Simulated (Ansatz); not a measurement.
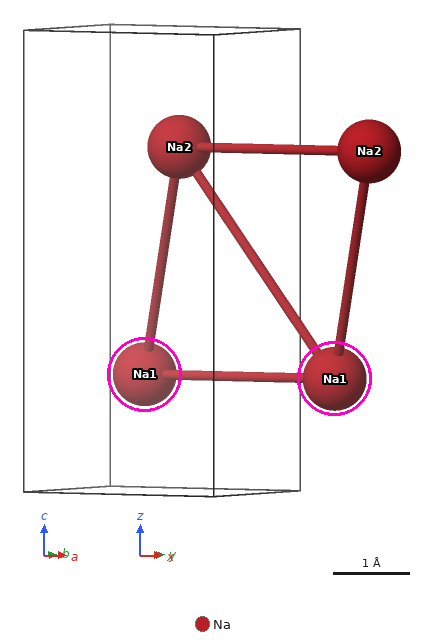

Crystalline Na (P6_3/mmc): Na1 (one in each cell of 2 atoms) is moved over the plane of the Cartesian directions [1 1 0] and z, all else fixed. The picture shows the reference cell. The ringed atoms are those of the scanned coordinate. Style: ball-and-stick. Shown: the cell of the calculation, repeated 2 × 1 × 1 with one cell outlined, nearly along the normal of the scanned plane.

The calculation used DFT r2SCAN, scalar-relativistic, plane waves, PAW (Ansatz). Settings: plane-wave cutoff 500 eV; k-point mesh 12 × 12 × 8; occupations gaussian; smearing width 0.15 eV; no spin polarisation. Energies (free energies at the smearing named) are counted from the cell as listed in its source, which wasn't relaxed.

Input
```yaml
crystal:
  lattice:
    - [3.7670009976, 0.0, 0.0]
    - [-1.8835004988, 3.26231856, 0.0]
    - [0.0, 0.0, 6.154]
  atoms:
    - { symbol: Na, position: [0.3333333333, 0.6666666667, 0.25] }
    - { symbol: Na, position: [0.6666666667, 0.3333333333, 0.75] }
basis:
  ecutwfc: 500
kpoints:
  mp_grid: { grid: [12, 12, 8] }
hamiltonian:
  xc: r2scan
scf:
  occupations: { method: gaussian, width: 0.15 }
output:
  forces: true
  stress: true
  eigenvalues: true
```

Run as
```bash
ansatz run input.yaml --threads 1 --pin off --max-ram 2560MiB --backend cpu --events-out ev --progress --plain --runs-dir out
```

### Give the energy at each point on a grid with rows −0.450, −0.225, 0.000, 0.225, 0.450 and columns −0.450, −0.225, 0.000, 0.225, 0.450 (displacement along [1 1 0] (Å); displacement along z (Å)).

Rows: displacement along [1 1 0] (Å); columns: displacement along z (Å); values in meV/cell.

```
        −0.450  −0.225  0.000  0.225  0.450
−0.450   101.1    36.2   14.9   36.2  101.1
−0.225    85.7    23.9    3.6   23.9   85.7
 0.000    80.9    20.0    0.0   20.0   80.9
 0.225    84.9    23.2    3.0   23.2   84.9
 0.450    94.9    31.2   10.3   31.2   94.9
```

In pairs of (displacement along [1 1 0] (Å); displacement along z (Å)): the lowest computed point lies at (0.000, 0.000) (0.0 meV/cell), the highest at (−0.450, −0.450), (−0.450, 0.450) (101.1 meV/cell).  Over the ranges scanned the energy rises more along the second axis, the displacement along z.

As a map, interpolated between the computed points (dots):

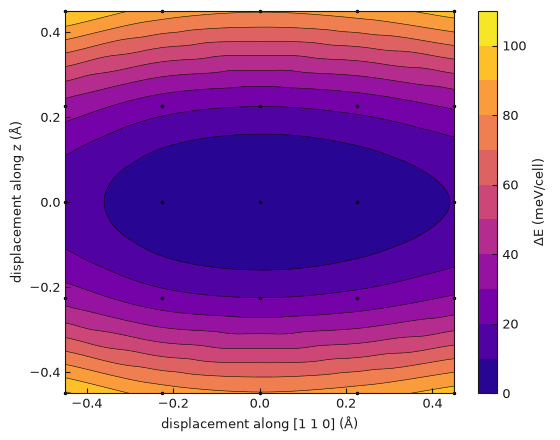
